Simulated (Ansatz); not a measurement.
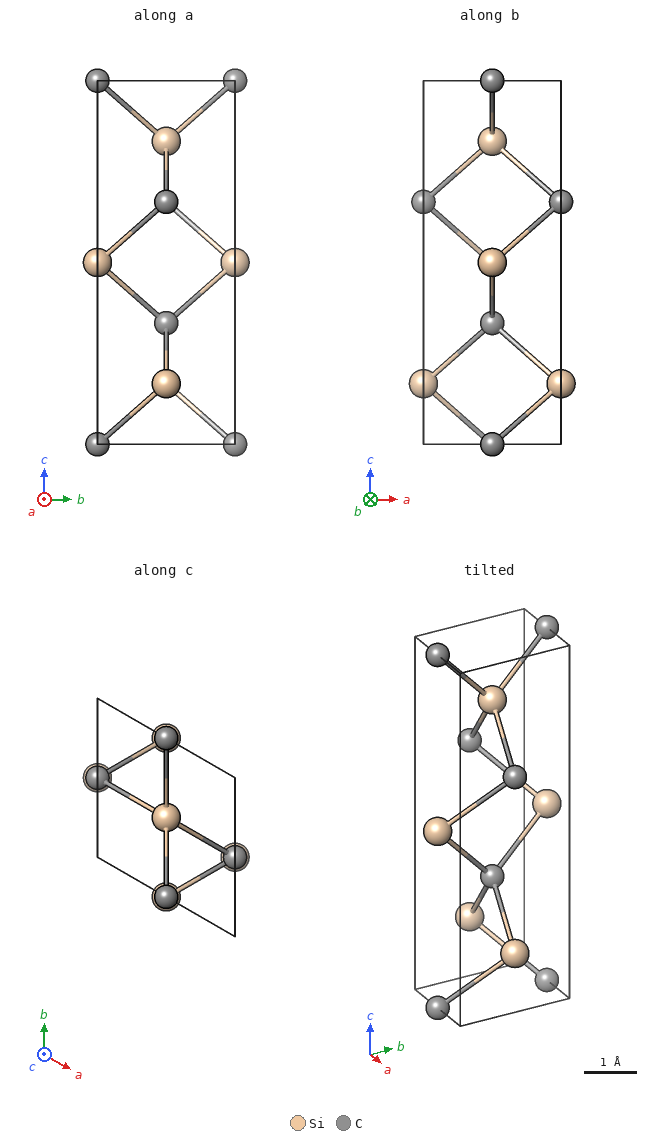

An orthographic ball-and-stick view of the structure, along the a axis, along the b axis, along the c axis and slightly off an axis. The wireframe shows the conventional unit cell.

Lattice parameters: a = 3.085 Å, b = 3.085 Å, c = 7.062 Å, α = 90.00°, β = 90.00°, γ = 120.00°. Put a along x and b in the xy plane.

> Give the atomic positions as a POSCAR file.

```
Si C
1.0
     3.085    0.000    0.000
    -1.542    2.672    0.000
     0.000    0.000    7.062
Si C
3 3
Direct
  0.0000 0.5000 0.1667
  0.5000 0.5000 0.8333
  0.5000 0.0000 0.5000
  0.5000 0.5000 0.3333
  0.5000 0.0000 0.0000
  0.0000 0.5000 0.6667
```

The model was built from a structure type filled with these elements by a generator (whether the compound takes this form wasn't checked). Relaxation method: DFT PBE, scalar-relativistic, plane waves, PAW in Ansatz.
